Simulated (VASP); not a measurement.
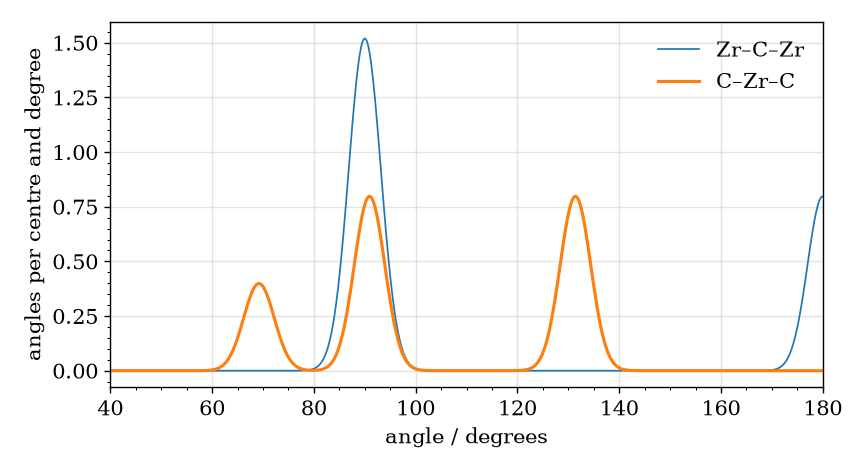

Bond-angle distributions computed from the structure of ZrC; each angle is a Gaussian of σ = 3.0°. Bonds counted: C–Zr up to 3.01 Å. Basis of the simulation: coordinates from a relaxation with VASP Kohn-Sham DFT of a periodic cell, r2SCAN, VASP PAW PBE potentials, recommended (VASP).

Question: Give the groups of angles for each curve.

Answer: Zr–C–Zr: 89–91° (12 per centre); 180° (3 per centre)
C–Zr–C: 69° (3 per centre); 91° (6 per centre); 131° (6 per centre)

Question: What coordination geometry do the angles point to, counting the bonds named above alone?

Answer: C has 6 Zr neighbours in an octahedral arrangement; Zr has 6 C neighbours in a trigonal prismatic arrangement.

The structure has space group P6_3/mmc (No. 194); other forms of this composition would give other results.
